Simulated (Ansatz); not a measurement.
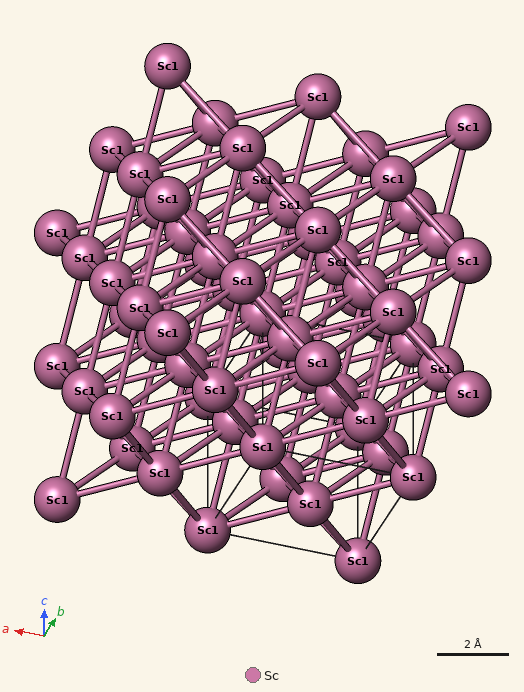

This is a symmetric starting cell of Sc. Style: ball-and-stick. Shown: the conventional cell (4 times the calculation's cell), repeated 2 × 2 × 2 with one cell outlined, from a free direction. Lengths and directions refer to the drawn axes.

All numbers below come from DFT PBE, scalar-relativistic, plane waves, PAW (Ansatz 0.2.0). Set-up: plane-wave cutoff 420 eV; k-point mesh 14 × 14 × 14; occupations gaussian; smearing width 0.1 eV; no spin polarisation.

Now this is done to it. The cell is strained by +2.3 % along c and +0.8 % across it (volume +4.0 %), the atoms keeping their fractional coordinates. No relaxation follows. The starting cell wasn't computed here and needn't be at equilibrium, so pressure and forces aren't due to the change alone.

Input file:
```yaml
crystal:
  lattice:
    - [0.0, 2.288777525, 2.322835025]
    - [2.288777525, 0.0, 2.322835025]
    - [2.288777525, 2.288777525, 0.0]
  atoms:
    - { symbol: Sc, position: [0.0, 0.0, 0.0] }
basis:
  ecutwfc: 420
kpoints:
  mp_grid: { grid: [14, 14, 14] }
hamiltonian:
  xc: pbe
scf:
  occupations: { method: gaussian, width: 0.1 }
output:
  forces: true
  stress: true
  eigenvalues: true
```

Command:
```bash
ansatz run input.yaml --threads 1 --pin off --max-ram 1331MiB --backend cpu --events-out ev --progress --plain --runs-dir out
```

Q: Predict the response.

A: Some distances before and after: Sc–Sc 3.211 → 3.237 to 3.261 Å. The space group (tolerance 0.01 Å) goes from Fm-3m (No. 225) to I4/mmm (No. 139). The pressure is 0.7 GPa (not all of it need come from the change, since the unchanged cell can be under pressure at this level too). The principal stresses (compression positive) are 0.4 GPa along c and 0.8 GPa across it. All forces vanish by symmetry.

Drawn alike, the variant:

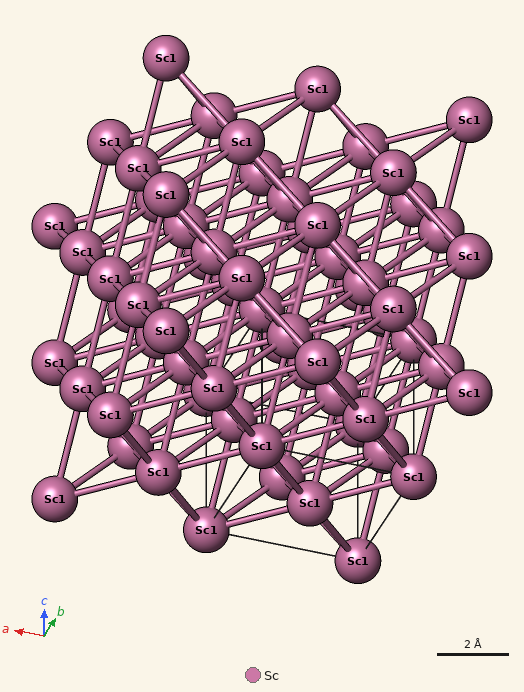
